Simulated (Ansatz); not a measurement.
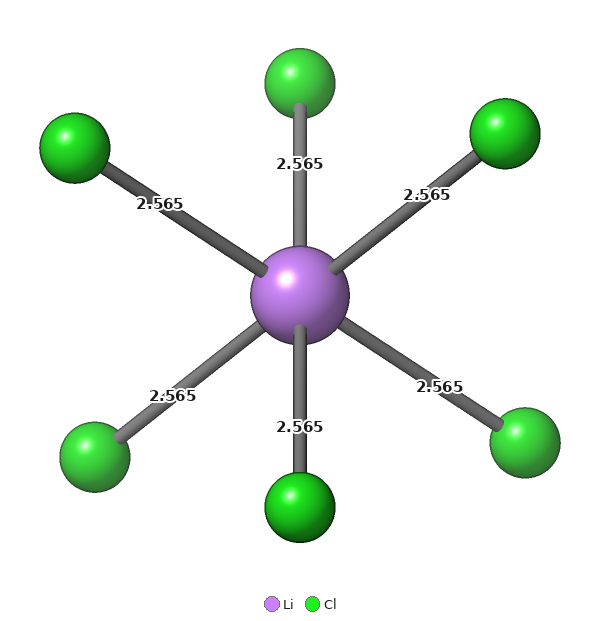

The surroundings of site Li1 (at 0.000, 0.000, 0.000) in LiCl (Fm-3m, No. 225), with bond lengths in Å.

Origin of the cell: a calculation's input that goes back to an entry of the Crystallography Open Database (an earlier step may have relaxed or displaced it).

```xyz
8
Lattice="5.1295 0.0000 0.0000 0.0000 5.1295 0.0000 0.0000 0.0000 5.1295" Properties=species:S:1:pos:R:3 pbc="T T T"
Li    0.0000    0.0000    0.0000
Cl    0.0000    0.0000    2.5648
Li    0.0000    2.5648    2.5648
Cl    0.0000    2.5648    0.0000
Li    2.5648    0.0000    2.5648
Cl    2.5648    0.0000    0.0000
Li    2.5648    2.5648    0.0000
Cl    2.5648    2.5648    2.5648
```

Bond valence s = exp((R0 − d)/b), R0 fitted to published crystal structures with b = 0.37 Å; R0 in Å: Li+–Cl 1.904.

Q: Calculate the bond-valence sum of Li1 from the bonds drawn.

A: 6 × 0.168 = 1.01 v.u., against a formal valence of 1: a close match.

Q: And over the whole structure?

A:
```json
{"site": "Li1", "x, y, z": "0.000, 0.000, 0.000", "formal valence": "+1", "bond-valence sum": "1.01", "difference": "0.01"}
{"site": "Cl1", "x, y, z": "0.000, 0.000, 0.500", "formal valence": "−1", "bond-valence sum": "1.01", "difference": "0.01"}
```

These sums include all anions within 5 Å. The global instability index (root mean square of the differences over all atoms) is 0.01 v.u.: little strain. The cell was not relaxed for this table, and a volume that is off by a few per cent shifts all sums together.
